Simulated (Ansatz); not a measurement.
C: several calculations on one system

## 1. Relaxation

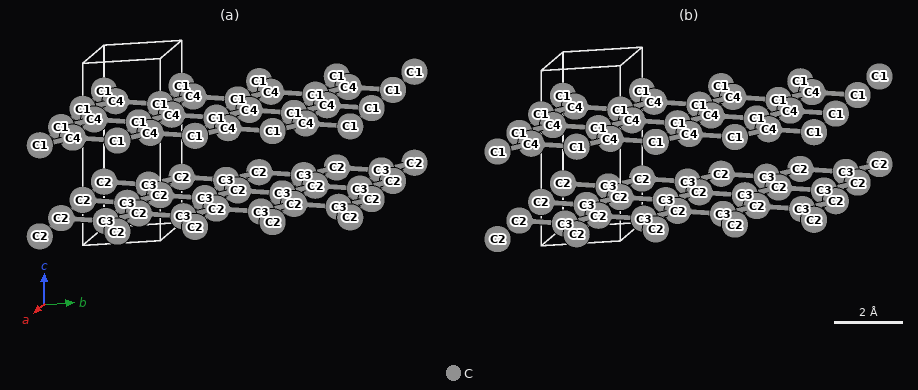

The structure of solid C (set up in P6_3/mmc) before (left) and after (right) a relaxation, at one scale.

Style: ball-and-stick. Shown: the cell of the calculation, repeated 3 × 4 × 1 with one cell outlined, slightly off an axis.

Case: relaxed at 30 GPa.

All numbers below come from DFT PBE+D3(BJ), scalar-relativistic, plane waves, PAW (Ansatz). Settings: plane-wave cutoff 420 eV; k-point mesh 24 × 24 × 8; occupations gaussian; smearing width 0.1 eV; target pressure 30 GPa; no spin polarisation; cell and atoms relaxed; force threshold 0.008 eV/Å; at most 50 steps.

> Describe what moved and what it gained.

The energy falls by 0.149 eV per cell of the calculation in 4 accepted moves (6 points after the start). With the target pressure of 30 GPa, the enthalpy E + pV changes by −0.149 eV per cell of the calculation. All forces vanish by symmetry, so only the cell relaxes. Pressure: 51.47 GPa at the start and 29.99 GPa at the end. The SCF was repeated twice at an unchanged geometry on a basis and grid sized afresh for the cell, which shifted the energy by 0.1 meV per cell of the calculation at most. The atoms keep their places relative to the cell (all moves are under 0.005 Å). The drawn cell changes at constant volume: a = b 2.377 → 2.423 Å (+1.9 %), c 5.556 → 5.346 Å (−3.8 %). Near-neighbour distances that change, for instance: C1–C4 1.373 → 1.399 Å. The space group stays P6_3/mmc (No. 194).

## 2. Relaxation

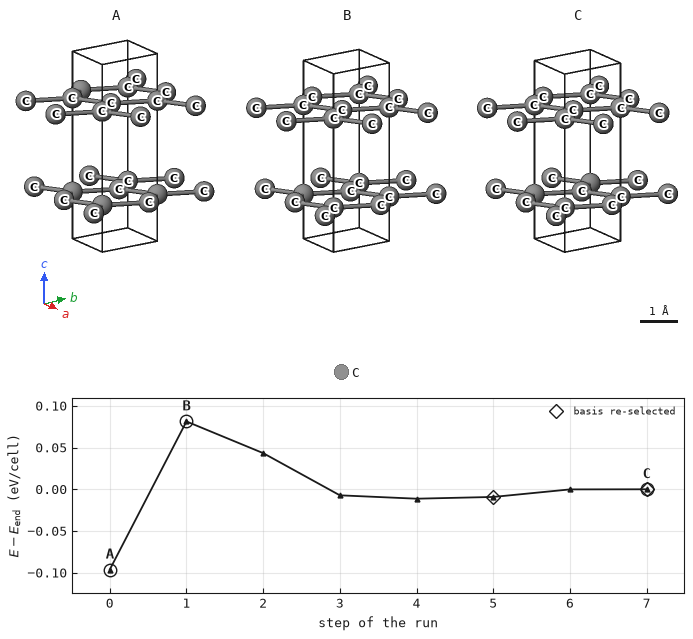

Frames of a relaxation of a crystal of C (set up in P6_3/mmc), marked on the history of the run. A ball-and-stick model of the cell of the calculation, seen slightly off an axis.

Case: relaxed at 60 GPa.

Computed with DFT PBE+D3(BJ), scalar-relativistic, plane waves, PAW (Ansatz). Settings: plane-wave cutoff 420 eV; k-point mesh 24 × 24 × 8; occupations gaussian; smearing width 0.1 eV; target pressure 60 GPa; no spin polarisation; cell and atoms relaxed; force threshold 0.008 eV/Å; at most 50 steps.

> What happens along the run?

No atom moves by more than 0.005 Å relative to the cell. The drawn cell changes as follows: a = b 2.360 → 2.391 Å (+1.3 %), c 5.205 → 4.946 Å (−5.0 %); the volume changes by −2.5 %. Among the contacts that change: C–C 1.362 → 1.380 Å. The space group stays P6_3/mmc (No. 194). The energy rises by 96.3 meV per cell of the calculation in 5 accepted moves (7 points after the start). With the target pressure of 60 GPa, the enthalpy E + pV changes by −0.138 eV per cell of the calculation. All forces vanish by symmetry, so only the cell relaxes. Pressure: 70.32 GPa at the start and 59.99 GPa at the end. At 2 points the geometry stayed and the basis and grid were re-selected for the new cell (energy shift of 2.1 meV per cell of the calculation at most each time). Cost: 38 s on 1 thread of Arm Neoverse V2, on a shared host, peak memory 0.36 GiB. From step 0 to 1: volume −3.3 %, energy +0.178 eV per cell of the calculation. From step 1 to 7: volume +0.8 %, energy −81.3 meV per cell of the calculation.

## 3. Series

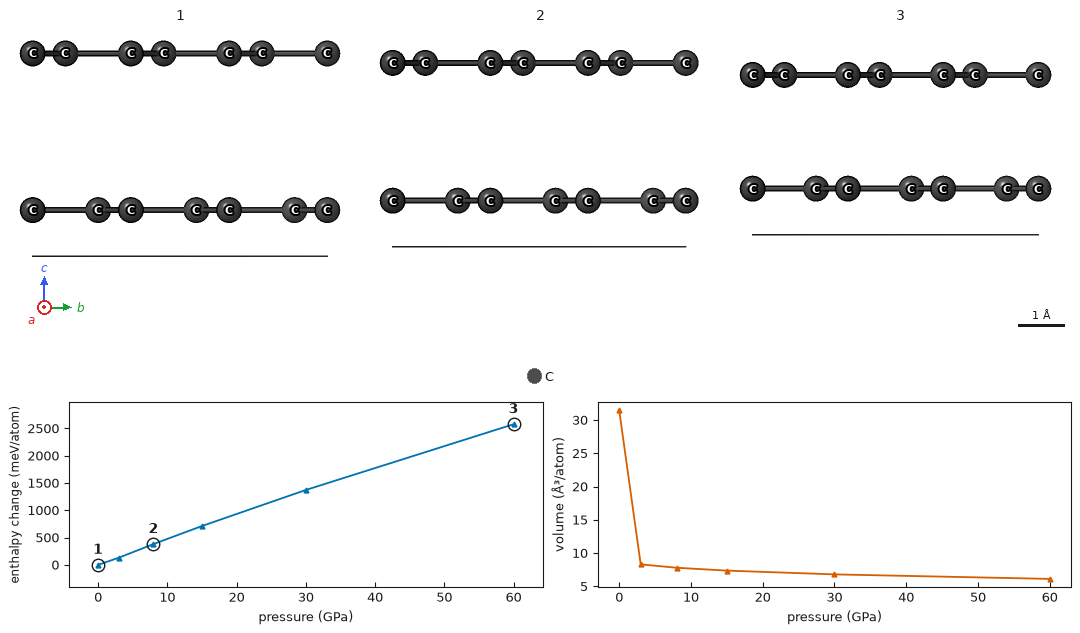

Members of a series of calculations on crystalline C (set up in P-3m1), marked on the first curve. The picture is a ball-and-stick view of the 3 × 3 repeat of the cell, outlined in the plane, without the vacuum, seen along the a axis.

The calculation used DFT PBE+D3(BJ), scalar-relativistic, plane waves, PAW (Ansatz). Settings: plane-wave cutoff 420 eV; occupations gaussian; smearing width 0.1 eV; no spin polarisation. The k-mesh is chosen for each cell (18×18×2, 18×18×8, 24×24×8).

> Describe the series.

The structure is relaxed at several pressures. 1 (pressure 0.0 GPa): enthalpy change 0.0 meV/atom, volume 31.48 Å³ per atom. 2 (pressure 8.0 GPa): enthalpy change 381 meV/atom, volume 7.79 Å³ per atom. 3 (pressure 60.0 GPa): enthalpy change 2576 meV/atom, volume 6.12 Å³ per atom. The rest compares 1 with 3. In the plane the drawn cell goes a 7.396 → 7.172 Å (−3.0 %), b 7.396 → 7.172 Å (−3.0 %). Near-neighbour distances before and after: C–C 1.423 → 1.380 Å.
